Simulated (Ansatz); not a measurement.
# Which site? Si in place of C in C(111) slab, H on both faces (224 atoms)

At which site of C(111) slab, H on both faces (224 atoms) does Si in place of C cost least, and what about the site decides it?

Program: Ansatz 0.2.0. Level of theory: Kohn-Sham DFT, PBEsol, PAW (set soft_2), plane waves. Results are calculated unless marked as measured.

## Step 1: Set-up

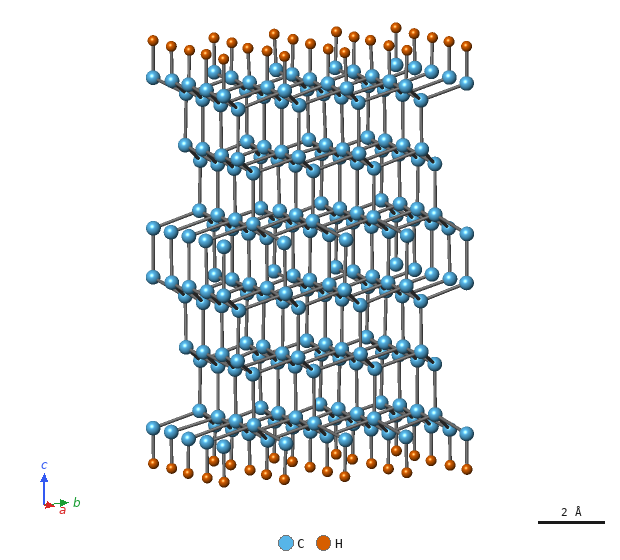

The starting structure, seen from the side, with the c axis up (carbon blue, hydrogen orange). Some periodic images of atoms are drawn too.

The cell holds 224 atoms: 192 C and 32 H. Its edges and angles: a = 10.089 Å, b = 10.089 Å, c = 24.992 Å, α = 90.0°, β = 90.0°, γ = 120.0°. It derives from C (diamond-structure). Diamond-structure C (a = 3.567 Å), (111) slab of 12 atomic planes, 4 x 4 surface cells, H on the broken bonds of both faces, 12 Å of vacuum; displaced by a Gaussian of 0.02 Å. Regions: slab, 192 atoms (192 C); hydrogen, 32 atoms (32 H). Vacuum lies along c.

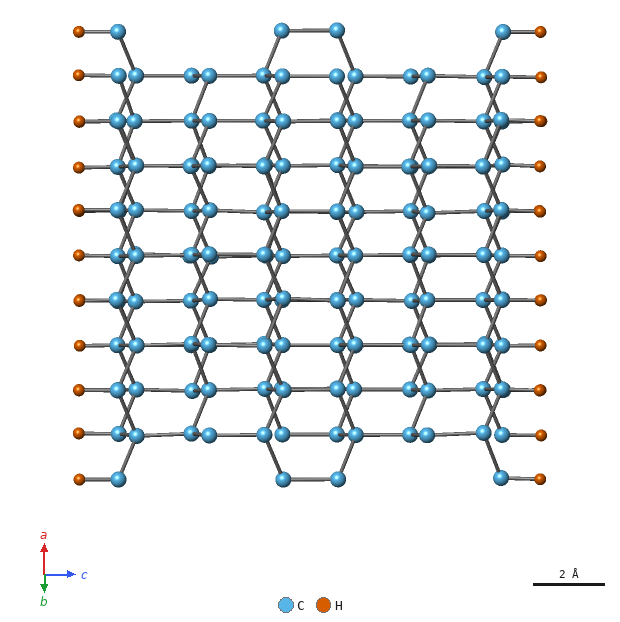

A slice 6 Å thick through the middle of the cell.

Limits known from the start: Sampling is at Γ alone, for a cell whose shortest periodic width is 9 Å.

## Step 2: Single point at the start

The forces at the start show how far the geometry lies from a minimum of this functional.

input.yaml

```yaml
crystal:
  lattice:
    - [10.089, 0.0, 0.0]
    - [-5.0445, 8.73733, 0.0]
    - [0.0, 0.0, 24.99189]
  atoms:
    - { symbol: C, position: [0.33221, 0.91715, 0.30514] }
    - { symbol: C, position: [0.25004, 0.00018, 0.28493] }
    - { symbol: C, position: [0.16243, 0.82963, 0.38655] }
    - { symbol: C, position: [0.33217, 0.91389, 0.36724] }
    - { symbol: C, position: [0.25346, 0.00139, 0.46884] }
    - { symbol: C, position: [0.16704, 0.83509, 0.44861] }
    - { symbol: C, position: [0.33305, 0.91793, 0.55292] }
    - { symbol: C, position: [0.24664, 0.00011, 0.5305] }
    - { symbol: C, position: [0.1651, 0.83373, 0.63202] }
    - { symbol: C, position: [0.32822, 0.9147, 0.6137] }
    - { symbol: C, position: [0.25293, 0.00234, 0.7169] }
    - { symbol: C, position: [0.1724, 0.83491, 0.69577] }
    - { symbol: C, position: [0.33094, 0.66461, 0.30463] }
    - { symbol: C, position: [0.24849, 0.75022, 0.28326] }
    - { symbol: C, position: [0.16567, 0.58236, 0.38617] }
    - { symbol: C, position: [0.33795, 0.66859, 0.36667] }
    - { symbol: C, position: [0.24887, 0.74986, 0.47044] }
    - { symbol: C, position: [0.16965, 0.58384, 0.44928] }
    - { symbol: C, position: [0.33591, 0.66942, 0.55097] }
    - { symbol: C, position: [0.25063, 0.74864, 0.5311] }
    - { symbol: C, position: [0.16826, 0.58998, 0.63314] }
    - { symbol: C, position: [0.3345, 0.66942, 0.61391] }
    - { symbol: C, position: [0.2519, 0.74997, 0.7163] }
    - { symbol: C, position: [0.16907, 0.58385, 0.69518] }
    - { symbol: C, position: [0.5781, 0.91706, 0.3037] }
    - { symbol: C, position: [0.49989, 0.99873, 0.28202] }
    - { symbol: C, position: [0.4161, 0.83063, 0.3856] }
    - { symbol: C, position: [0.58543, 0.91674, 0.36633] }
    - { symbol: C, position: [0.50134, 0.00039, 0.46876] }
    - { symbol: C, position: [0.41589, 0.83685, 0.44895] }
    - { symbol: C, position: [0.58367, 0.91604, 0.55241] }
    - { symbol: C, position: [0.49755, 0.00082, 0.5312] }
    [... 186 atom lines left out ...]
    - { symbol: H, position: [0.74711, 0.24755, 0.24012] }
    - { symbol: H, position: [0.7499, 0.24963, 0.76077] }
    - { symbol: H, position: [0.00151, 0.4962, 0.23941] }
    - { symbol: H, position: [0.99648, 0.49766, 0.76058] }
    - { symbol: H, position: [0.99879, 0.24833, 0.23961] }
    - { symbol: H, position: [0.99885, 0.24903, 0.75989] }
kpoints:
  mp_grid: { grid: [1, 1, 1] }
hamiltonian:
  xc: pbesol
scf:
  occupations: { method: fermi_dirac, width: 0.05 }
output:
  forces: true
```

On the command line:

```bash
$ ansatz run input.yaml --threads 4 --pin off --max-ram 15872MiB --backend cpu --events-out ev --progress --plain --runs-dir out
```

Numbers of over 12 decimals in the logs are rounded to 6 here.

Output:

```text
Engine: ansatz 0.2.0, x86_64-unknown-linux-gnu
Pseudopotentials: kind: paw
Pseudopotential: C, paw, valence charge 4, recommended cutoff 420 eV (normal), C.paw.azcp
Pseudopotential: H, paw, valence charge 1, recommended cutoff 420 eV (normal), H.paw.azcp
[... 3 lines on functional and potentials left out ...]
Crystal: 224 atoms, lattice volume = 2203.058 Å³
Basis set: ecut = 420 eV, 43055 PW (Γ), exchange–correlation on 144×144×360 points (8 copies of the dense FFT grid, shifted against one another)
Bands: 624, of which v1, the nominal top of the filled ones, is band 400 counted from 1 (399 counted from 0)
Symmetry: 1 space group operations
Space group: P1 (ITA 1), of the structure as read, at distance tolerance 1.3e-4 Å
k-points: 1
[... 6 lines on functional and potentials left out ...]
Initial density: superposition of atomic densities (neutral atoms: chi_scale 0, normalization atom), corrected by the library's trained network
Initial wavefunctions: pseudopotential atomic-orbital guess
Functional: x = pbesol(κ = 0.804, μ = 0.123457), c = pbesol(β = 0.046)
SCF iter   1: F=—  HF=-47857.455739 eV  |F-HF|=—  |Δ(HF+E_count)|=         —  Δρ=4.19e-3  dr2=1.79e0  ethr=1.77e-3  ⟨swp⟩=10.0  Hψ=3181  notcnv=0  defer=184
preconditioner: auto → Resta (q_TF=auto, 2.304 Å⁻¹)  ε∞=2.9  [insulator: Δε(μ)=3.178 eV  Ē_g=16.294 eV  σ=0.050 eV  W_gap=1.00  n_scr=474 (ndim 8)  ℏωp=22.4 eV  f_vac=0.413  D(μ)=0.00/eV (n_scr^D=0)  ε∞_Penn≈2.9  vacuum switching on, ρ_ref=1.9e-2 e/Å³]
SCF iter   2: F=—  HF=-47857.173463 eV  |F-HF|=—  |Δ(HF+E_count)|=   2.82e-1  Δρ=2.88e-3  dr2=1.44e-1  ethr=2.24e-4  ⟨swp⟩=3.0  Hψ=1126  notcnv=0  defer=216
SCF iter   3: F=—  HF=-47857.168228 eV  |F-HF|=—  |Δ(HF+E_count)|=   5.23e-3  Δρ=1.26e-3  dr2=3.20e-2  ethr=1.80e-5  ⟨swp⟩=2.0  Hψ=584  notcnv=0  defer=56
automatic band count: iteration 3 solves 464 bands in place of 624: the levels show a gap, and the empty bands left out lie too high to hold charge; the band table lists the bands solved (type scf.n_extra_bands for more)
SCF iter   4: F=—  HF=-47857.172392 eV  |F-HF|=—  |Δ(HF+E_count)|=   4.16e-3  Δρ=2.02e-4  dr2=8.60e-4  ethr=3.99e-6  ⟨swp⟩=9.0  Hψ=1399  notcnv=0  defer=49
SCF iter   5: F=—  HF=-47857.172759 eV  |F-HF|=—  |Δ(HF+E_count)|=   3.67e-4  Δρ=7.30e-5  dr2=1.09e-4  ethr=1.08e-7  ⟨swp⟩=3.0  Hψ=783  notcnv=0  defer=49
SCF iter   6: F=—  HF=-47857.172855 eV  |F-HF|=—  |Δ(HF+E_count)|=   9.62e-5  Δρ=3.02e-5  dr2=1.78e-5  ethr=1.36e-8  ⟨swp⟩=3.0  Hψ=816  notcnv=0  defer=49
SCF iter   7: F=—  HF=-47857.172741 eV  |F-HF|=—  |Δ(HF+E_count)|=   1.14e-4  Δρ=8.56e-6  dr2=1.20e-6  ethr=2.23e-9  ⟨swp⟩=2.0  Hψ=863  notcnv=0  defer=49
SCF iter   8: F=—  HF=-47857.172741 eV  |F-HF|=—  |Δ(HF+E_count)|=   1.32e-7  Δρ=3.09e-6  dr2=2.01e-7  ethr=1.50e-10  ⟨swp⟩=3.0  Hψ=1186  notcnv=0  defer=49
SCF iter   9: F=-47857.172741 eV  HF=-47857.172741 eV  |F-HF|=6.61e-9  |Δ(HF+E_count)|=   1.00e-8  Δρ=8.09e-7  dr2=1.31e-8  ethr=1.25e-11  ⟨swp⟩=4.0  Hψ=1496  notcnv=0
SCF 1 converged in 9 iterations: F = -47857.172741 eV  dr2 = 1.31e-8
  greatest PAW one-centre occupation: 0.654 electrons in one spin orbital (limit 2), on the C atom at site 22 (counted from 0), in its partial waves of l = 0
SCF converged after 9 iterations
Free energy (F): -47857.172741 eV
Harris-Foulkes:  -47857.172741 eV  (|F-HF|=6.61e-9)
Internal energy: -47857.172741 eV  (E = F + TS)
E sigma→0 (E₀):  -47857.172741 eV
Fermi energy:    6.348922 eV
--- Per-component energies (eV) ---
  E_band       = -2954.346876
  E_kinetic    = 18117.132212
  E_local      = -658087.759672  (includes V_loc(G=0)·N_el)
  E_nonlocal   = 5180.948733
  E_hartree    = 322540.773618
  E_xc         = -9557.861149
  E_vxc        = -11915.233010  (∫ρ·V_xc dr)
  E_paw        = -18326.725919  (= ΣΔE_a)
  E_vpaw       = -1330.937661  (= ΣTr[D̂ρ^β])
  E_aug_tail   = -0.040975  (compensation charges beyond the density's cutoff)
  E_ewald      = 292272.309113
  E_core_change = 4.051297  (= ΣΔE_core)
  E_smearing   = -0.000000  (= −TS)
  E_closure    = -0.000000  (closes the sum)
  Σ components = -47857.172741   (vs F -47857.172741, Δ=0.00e0)
--- Forces (eV/Å), atoms counted from 1 ---
  atom   1  C      0.33256937    -0.57088335    -1.69702754
  atom   2  C     -0.23031894    -0.21721475    -0.20176735
  atom   3  C      1.07580186     1.37112839     0.06850564
  atom   4  C     -0.29395712     0.56427887    -1.46303923
  atom   5  C     -1.69979777    -0.35598769    -0.25883325
  atom   6  C     -0.25233297    -0.74747378     0.34780663
  atom   7  C     -0.42250837    -0.36542818    -1.48278314
  atom   8  C      1.35835818    -0.21426388     0.51477463
  atom   9  C      0.48519746    -0.22309581     2.01312216
  atom  10  C      1.72236826     0.72177767    -0.20589421
  atom  11  C      0.19624080    -1.02757355    -2.72294421
  atom  12  C     -1.79204659    -0.60292774     0.03573942
  atom  13  C      0.78786539     1.06503029    -1.61316562
  atom  14  C     -0.13812559    -0.50074400     2.46640925
[...]
atom 223  H      0.02952724     0.19360972    -0.29004021
  atom 224  H     -0.03755223    -0.11613456     1.90654067
  max |Σ_I F_I| component: 6.78e-6 eV/Å
```

Wall time 40 s (4 threads of Intel Xeon Platinum 8259CL at 2.50GHz (Skylake/Cascade Lake), shared host); peak memory 3.6 GiB.

The r.m.s. force at the start is 1.0 eV/Å.

## Step 3: Relaxation

With the cell held, the atoms are moved downhill towards a nearby minimum.

input.yaml

```yaml
crystal:
  lattice:
    - [10.089, 0.0, 0.0]
    - [-5.0445, 8.73733, 0.0]
    - [0.0, 0.0, 24.99189]
  atoms:
    [... the 224 atom lines of step 2 ...]
kpoints:
  mp_grid: { grid: [1, 1, 1] }
hamiltonian:
  xc: pbesol
scf:
  occupations: { method: fermi_dirac, width: 0.05 }
output:
  forces: true
relax:
  f_tol: 0.05
  max_steps: 120
```

Output:

```text
[...]
Crystal: 224 atoms, lattice volume = 2203.058 Å³
Basis set: ecut = 420 eV, 43055 PW (Γ), exchange–correlation on 144×144×360 points (8 copies of the dense FFT grid, shifted against one another)
Bands: 624, of which v1, the nominal top of the filled ones, is band 400 counted from 1 (399 counted from 0)
Symmetry: 1 space group operations
[...]
k-points: 1
[...]
SCF iter   1: F=—  HF=-47857.455735 eV  |F-HF|=—  |Δ(HF+E_count)|=         —  Δρ=4.19e-3  dr2=1.79e0  ethr=1.77e-3  ⟨swp⟩=10.0  Hψ=3181  notcnv=0  defer=184
[...]
SCF iter   6: F=-47857.172735 eV  HF=-47857.172744 eV  |F-HF|=8.76e-6  |Δ(HF+E_count)|=   9.86e-5  Δρ=2.85e-5  dr2=1.50e-5  ethr=7.81e-9  ⟨swp⟩=3.0  Hψ=1848  notcnv=0
SCF 1 converged in 6 iterations: F = -47857.172735 eV  dr2 = 1.50e-5
[...]
relax step   1: F+E_penalty+E_count = -47857.17273481 eV  Δ(F+E_penalty+E_count) = +0.000e0 eV  max|allowed force component| = 4.122e0 eV/Å  Δτ_max = 0.0000 Å  (6 SCF iters, dr2 threshold 6.25e-5 eV, accepted)
[...]
relax step   2: F+E_penalty+E_count = -47862.39896782 eV  Δ(F+E_penalty+E_count) = -5.226e0 eV  max|allowed force component| = 1.260e0 eV/Å  Δτ_max = 0.0969 Å  (6 SCF iters, dr2 threshold 1.00e-4 eV, accepted)
[...]
relax step   3: F+E_penalty+E_count = -47863.26731083 eV  Δ(F+E_penalty+E_count) = -8.683e-1 eV  max|allowed force component| = 2.582e-2 eV/Å  Δτ_max = 0.0459 Å  (5 SCF iters, dr2 threshold 9.92e-5 eV, accepted)
[...]
relax step   4: F+E_penalty+E_count = -47863.26731466 eV  Δ(F+E_penalty+E_count) = -3.836e-6 eV  max|allowed force component| = 2.646e-2 eV/Å  Δτ_max = 0.0000 Å  (4 SCF iters, accepted)
SCF converged after 4 iterations
Free energy (F): -47863.267315 eV
[...]
Internal energy: -47863.267315 eV  (E = F + TS)
E sigma→0 (E₀):  -47863.267315 eV
Fermi energy:    6.303156 eV
[...]
--- Forces (eV/Å), atoms counted from 1 ---
  atom   1  C      0.00035834     0.00429985     0.00433111
  atom   2  C      0.00387631    -0.00638872    -0.00131959
  atom   3  C      0.00659722     0.00873861    -0.01078409
  atom   4  C      0.00506911    -0.00376210     0.00470380
  atom   5  C      0.00144178    -0.00138541    -0.00512240
  atom   6  C      0.00532162    -0.00679621     0.01008620
  atom   7  C      0.00356180     0.00349621    -0.01079544
  atom   8  C      0.00165305     0.00508208    -0.00866542
  atom   9  C      0.01227100     0.01027557     0.01590115
  atom  10  C     -0.01298379     0.00942372    -0.01162299
  atom  11  C      0.00299475     0.00413213     0.00692347
  atom  12  C      0.00508353    -0.01078458     0.00544451
  atom  13  C     -0.00271219     0.00401807     0.00536293
  atom  14  C      0.00399530     0.00357294    -0.02070675
[...]
atom 223  H      0.00354534     0.00197216     0.01384894
  atom 224  H     -0.00350385     0.00255671    -0.01015619
  max |Σ_I F_I| component: 2.00e-5 eV/Å
--- Relaxed structure (4 steps of the walk, 4 accepted, 0 SCFs on fresh bases) ---
  F+E_penalty+E_count = -47863.26731466 eV   max|allowed force component| = 2.646e-2 eV/Å
  atoms:
    - { symbol: C, position: [0.333456, 0.916641, 0.305025] }
    - { symbol: C, position: [0.250124, 1.89528951854682e-5, 0.285794] }
    - { symbol: C, position: [0.166781, 0.833282, 0.387250] }
    - { symbol: C, position: [0.333445, 0.916639, 0.366873] }
[...]
- { symbol: H, position: [1.000218, 0.249923, 0.758715] }
```

Run time: 86 s. Hardware: 4 threads; peak memory 3.6 GiB; 5.4 min of CPU time.

The relaxation converged after 4 steps, 6.09 eV below its start, with a largest force component of 0.026 eV/Å.

[end of part 1 of 3]

[Logs are printed without paths, hosts, clocks, repeated set-up lines and the standing remarks that a program may print on its own settings, such as how far it seeks lower states.]

[Hosts, paths, dates, database ids (printed as entryN), source tags and the programs' standing remarks are cut or masked in the printed files.]
